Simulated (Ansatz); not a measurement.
Input of the run:

```
crystal:
  lattice:
    - [2.9764078218, 0.0, 0.0]
    - [0.0, 2.9764078218, 0.0]
    - [0.0, 0.0, 27.9292234653]
  atoms:
    - { symbol: Ru, position: [0.5, 0.5, 0.3043407207] }
    - { symbol: Al, position: [0.0, 0.0, 0.3576255503] }
    - { symbol: Ru, position: [0.5, 0.5, 0.4109103798] }
    - { symbol: Al, position: [0.0, 0.0, 0.4633640873] }
    - { symbol: Ru, position: [0.5, 0.5, 0.5161545893] }
    - { symbol: Al, position: [0.0, 0.0, 0.5690027734] }
    - { symbol: Ru, position: [0.5, 0.5, 0.6191409097] }
    - { symbol: H, position: [0.0, 0.0, 0.6234374846] }
basis:
  ecutwfc: 420
kpoints:
  mp_grid: { grid: [10, 10, 1] }
hamiltonian:
  xc: pbesol
scf:
  occupations: { method: gaussian, width: 0.1 }
output:
  forces: true
  eigenvalues: true
  write_density: true
  write_potential: true
  elf: true
  volumetric_format: npy
relax:
  adjacent_minimum: "off"
  f_tol: 0.03
  max_steps: 70
  constraints: [{ sites: [0, 1, 2] }]
efield:
  axis: 3
  dipole_correction: true
  ramp_width: 0.04
```

Command:
```bash
ansatz run input.yaml --threads 2 --pin off --max-ram 5120MiB --backend cpu --events-out ev --progress --plain --runs-dir out
```

What does the potential across the slab give for the work function?

The work function is 4.74 eV at the right face and 4.49 eV at the left. The vacuum levels differ by 0.25 eV, so the slab carries a dipole along its normal. Some atoms were held fixed in the relaxation, which can itself make the faces differ. The outermost atoms are 9.3 Å apart, which leaves 18.6 Å of vacuum in a cell 27.9 Å high.

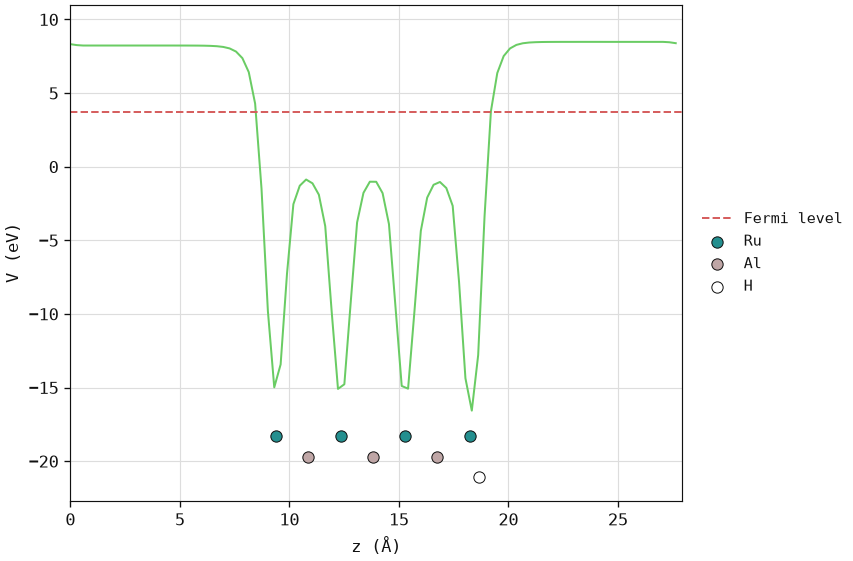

Plane-averaged electrostatic potential energy of an electron across the slab; circles at the bottom mark the heights of the atoms (positions after relaxation).
